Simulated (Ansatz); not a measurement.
**Single-point calculation, with input and output: Mg (part 2 of 2)**

The same run, continued: Mg (P6₃/mmc, 36 atoms in the cell); DFT, PBE, plane waves, PAW, no spin polarisation (Ansatz 0.2.0); cutoff 420 eV, 3×3×3 k-mesh, Gaussian smearing of 0.1 eV. The structure derives from a Materials Project entry. It belongs to a series of runs on one base structure; here: the perfect crystal in a cell of 36 atoms. The settings are looser than a standard set-up, so the numbers are not reference values.

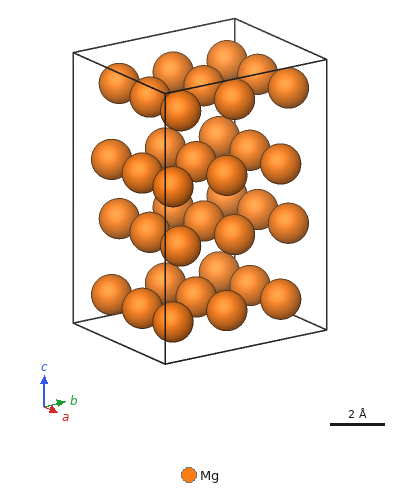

**Figure 1.** The structure as given in the input (spheres-only view of the cell of the calculation, seen slightly off an axis).

Output, continued
```
  k-point 1: bands = ["-70.3399", "-70.3394", "-70.3380", "-70.3380", "-70.3380", "-70.3380", "-70.3380", "-70.3380", "-70.3378", "-70.3377", "-70.3377", "-70.3377", "-70.3377", "-70.3377", "-70.3377", "-70.3372", "-70.3368", "-70.3368", "-70.3368", "-70.3368", "-70.3368", "-70.3368", "-70.3366", "-70.3366", "-70.3366", "-70.3366", "-70.3366", "-70.3366", "-70.3366", "-70.3366", "-70.3365", "-70.3365", "-70.3365", "-70.3365", "-70.3365", "-70.3365", "-37.1105", "-37.1049", "-37.1049", "-37.1049",
      "-37.1049", "-37.1049", "-37.1049", "-37.1046", "-37.1046", "-37.1046", "-37.1046", "-37.1046", "-37.1046", "-37.1044", "-37.1024", "-37.1024", "-37.1024", "-37.1024", "-37.0995", "-37.0995", "-37.0995", "-37.0995", "-37.0995", "-37.0995", "-37.0992", "-37.0992", "-37.0989", "-37.0989", "-37.0989", "-37.0989", "-37.0974", "-37.0974", "-37.0965", "-37.0965", "-37.0965", "-37.0965", "-37.0965", "-37.0965", "-37.0947", "-37.0947", "-37.0947", "-37.0947", "-37.0947", "-37.0947",
      "-37.0923", "-37.0923", "-37.0909", "-37.0909", "-37.0909", "-37.0909", "-37.0909", "-37.0909", "-37.0905", "-37.0905", "-37.0889", "-37.0889", "-37.0889", "-37.0889", "-37.0876", "-37.0865", "-37.0865", "-37.0865", "-37.0865", "-37.0865", "-37.0865", "-37.0854", "-37.0854", "-37.0854", "-37.0854", "-37.0852", "-37.0852", "-37.0852", "-37.0852", "-37.0852", "-37.0852", "-37.0844", "-37.0844", "-37.0844", "-37.0844", "-37.0844", "-37.0844", "-37.0839", "-37.0839", "-37.0839",
      "-37.0839", "-37.0839", "-37.0839", "-37.0814", "-37.0814", "-37.0814", "-37.0814", "-37.0814", "-37.0814", "-37.0814", "-37.0813", "-37.0813", "-37.0803", "-37.0803", "-37.0800", "-37.0800", "-37.0800", "-37.0800", "-37.0800", "-37.0800", "-37.0777", "-37.0777", "-37.0767", "-37.0767", "-1.1190", "-0.6444", "1.0286", "1.0286", "1.0286", "1.0286", "1.0286", "1.0286", "1.2275", "1.4913", "1.4913", "1.4913", "1.4913", "1.4913", "1.4913", "2.6026",
      "3.3125", "3.3125", "3.3125", "3.3125", "3.3125", "3.3125", "4.6380", "4.6380", "4.6380", "4.6380", "4.6380", "4.6380", "5.1468", "5.1468", "5.1468", "5.1468", "5.1498", "5.1498", "5.5154", "5.5154", "5.5154", "5.5154", "5.5876", "5.5876", "6.2417", "7.1475", "7.1475", "7.1475", "7.1475", "7.1475", "7.1475", "7.3418", "7.3418", "7.6746", "7.6746", "7.6746", "7.6746", "7.6746", "7.6746", "7.7494",
      "7.7494", "7.7494", "7.7494", "8.4340", "8.4547", "8.4547", "8.4547", "8.4547", "8.4547", "8.4547", "8.6565", "8.6565", "8.8968", "8.8968", "8.8968", "8.8968"]
  k-point 2: bands = ["-70.3399", "-70.3391", "-70.3385", "-70.3385", "-70.3384", "-70.3384", "-70.3379", "-70.3379", "-70.3376", "-70.3376", "-70.3375", "-70.3375", "-70.3375", "-70.3375", "-70.3375", "-70.3371", "-70.3371", "-70.3370", "-70.3370", "-70.3370", "-70.3370", "-70.3369", "-70.3369", "-70.3369", "-70.3367", "-70.3367", "-70.3367", "-70.3367", "-70.3366", "-70.3364", "-70.3364", "-70.3364", "-70.3364", "-70.3363", "-70.3363", "-70.3363", "-37.1115", "-37.1081", "-37.1070", "-37.1070",
      "-37.1052", "-37.1052", "-37.1049", "-37.1049", "-37.1049", "-37.1049", "-37.1047", "-37.1047", "-37.1047", "-37.1047", "-37.1035", "-37.1009", "-37.1009", "-37.1009", "-37.1009", "-37.1008", "-37.1008", "-37.1008", "-37.1008", "-37.1005", "-37.1005", "-37.0994", "-37.0984", "-37.0984", "-37.0984", "-37.0968", "-37.0968", "-37.0967", "-37.0967", "-37.0965", "-37.0965", "-37.0964", "-37.0964", "-37.0947", "-37.0947", "-37.0924", "-37.0924", "-37.0923", "-37.0923", "-37.0923",
      "-37.0923", "-37.0917", "-37.0917", "-37.0908", "-37.0892", "-37.0892", "-37.0889", "-37.0889", "-37.0886", "-37.0884", "-37.0884", "-37.0884", "-37.0884", "-37.0872", "-37.0872", "-37.0871", "-37.0867", "-37.0867", "-37.0867", "-37.0867", "-37.0863", "-37.0863", "-37.0862", "-37.0862", "-37.0859", "-37.0858", "-37.0858", "-37.0848", "-37.0848", "-37.0847", "-37.0845", "-37.0845", "-37.0842", "-37.0842", "-37.0842", "-37.0842", "-37.0842", "-37.0841", "-37.0841", "-37.0841",
      "-37.0841", "-37.0831", "-37.0831", "-37.0828", "-37.0828", "-37.0828", "-37.0828", "-37.0825", "-37.0817", "-37.0817", "-37.0814", "-37.0814", "-37.0814", "-37.0810", "-37.0810", "-37.0805", "-37.0801", "-37.0801", "-37.0797", "-37.0797", "-37.0797", "-37.0791", "-37.0781", "-37.0768", "-1.0360", "-0.3148", "0.3784", "0.3784", "0.4004", "0.4004", "1.0878", "1.0878", "1.7910", "1.7910", "1.7910", "1.7910", "1.8128", "1.8128", "2.5097", "3.1761",
      "3.1761", "3.1761", "3.1761", "3.2012", "3.2012", "3.8463", "3.8463", "4.2604", "4.5165", "4.5165", "4.5165", "4.5165", "4.5513", "4.7642", "4.9195", "5.2231", "5.2231", "5.4449", "5.5796", "5.5796", "5.8199", "5.8199", "5.9973", "5.9973", "6.0758", "6.0758", "6.6311", "6.6311", "6.6311", "6.6311", "6.9010", "6.9010", "7.1303", "7.1303", "7.3098", "7.3098", "7.3098", "7.3098", "7.5577", "7.7021",
      "7.7021", "8.2161", "8.2161", "8.3132", "8.7957", "8.7957", "8.7957", "8.7957", "8.8254", "8.8254", "9.2039", "9.2039", "9.5875", "9.8915", "9.8915", "9.8915"]
  k-point 5: bands = ["-70.3392", "-70.3392", "-70.3392", "-70.3387", "-70.3387", "-70.3387", "-70.3376", "-70.3376", "-70.3376", "-70.3374", "-70.3374", "-70.3374", "-70.3373", "-70.3373", "-70.3373", "-70.3372", "-70.3372", "-70.3372", "-70.3370", "-70.3370", "-70.3370", "-70.3369", "-70.3369", "-70.3369", "-70.3367", "-70.3367", "-70.3367", "-70.3366", "-70.3366", "-70.3366", "-70.3364", "-70.3364", "-70.3364", "-70.3364", "-70.3364", "-70.3364", "-37.1077", "-37.1077", "-37.1077", "-37.1072",
      "-37.1072", "-37.1072", "-37.1054", "-37.1054", "-37.1054", "-37.1042", "-37.1042", "-37.1042", "-37.1041", "-37.1041", "-37.1041", "-37.1035", "-37.1035", "-37.1035", "-37.1029", "-37.1029", "-37.1029", "-37.1008", "-37.1008", "-37.1008", "-37.1004", "-37.1004", "-37.1004", "-37.0984", "-37.0984", "-37.0984", "-37.0953", "-37.0953", "-37.0953", "-37.0938", "-37.0938", "-37.0938", "-37.0918", "-37.0918", "-37.0918", "-37.0913", "-37.0913", "-37.0913", "-37.0906", "-37.0906",
      "-37.0906", "-37.0903", "-37.0903", "-37.0903", "-37.0901", "-37.0901", "-37.0901", "-37.0893", "-37.0893", "-37.0893", "-37.0876", "-37.0876", "-37.0876", "-37.0873", "-37.0873", "-37.0873", "-37.0872", "-37.0872", "-37.0872", "-37.0869", "-37.0869", "-37.0869", "-37.0867", "-37.0867", "-37.0867", "-37.0858", "-37.0858", "-37.0858", "-37.0849", "-37.0849", "-37.0849", "-37.0842", "-37.0842", "-37.0842", "-37.0842", "-37.0842", "-37.0842", "-37.0836", "-37.0836", "-37.0836",
      "-37.0834", "-37.0834", "-37.0834", "-37.0832", "-37.0832", "-37.0832", "-37.0831", "-37.0831", "-37.0831", "-37.0827", "-37.0827", "-37.0827", "-37.0808", "-37.0808", "-37.0808", "-37.0803", "-37.0803", "-37.0803", "-37.0797", "-37.0797", "-37.0797", "-37.0786", "-37.0786", "-37.0786", "-0.3970", "-0.3970", "-0.3970", "0.0736", "0.0736", "0.0736", "1.7326", "1.7326", "1.7326", "1.9296", "1.9296", "1.9296", "2.1910", "2.1910", "2.1910", "3.2917",
      "3.2917", "3.2917", "3.8016", "3.8016", "3.8016", "3.8039", "3.8039", "3.8039", "3.9917", "3.9917", "3.9917", "4.2231", "4.2231", "4.2231", "4.2357", "4.2357", "4.2357", "5.2922", "5.2922", "5.2922", "6.1222", "6.1222", "6.1222", "6.1355", "6.1355", "6.1355", "6.8944", "6.8944", "6.8944", "7.3623", "7.3623", "7.3623", "7.4182", "7.4182", "7.4182", "7.7760", "7.7760", "7.7760", "7.8345", "7.8345",
      "7.8345", "8.2351", "8.2351", "8.2351", "8.3476", "8.3476", "8.3476", "9.0384", "9.0384", "9.0384", "9.3018", "9.3018", "9.3018", "9.7287", "9.7287", "9.7287"]
```

Key numbers

| quantity | value |
| --- | --- |
| outcome | converged |
| space group (tolerance 0.01 Å) | P6₃/mmc (194) |
| electrons treated | 360 |
| free energy | −69256.7753 eV |
| Fermi energy | 5.504 eV |
| gap on the k-point mesh | none (metallic) |
| pressure | 0.08 GPa |
| largest force (length of the vector) | under 0.001 eV/Å |
| hardware | 4 threads of Intel Xeon @ 2.70GHz, 189 GiB of memory available, shared host |
| wall time | 32 s (CPU time 2 min) |
| peak memory | 3.3 GiB |

Remarks

Settings chosen away from the usual ones: the perfect crystal in a cell of 36 atoms. These settings are looser than, or depart from, a standard set-up, so the numbers are not reference values for this system.
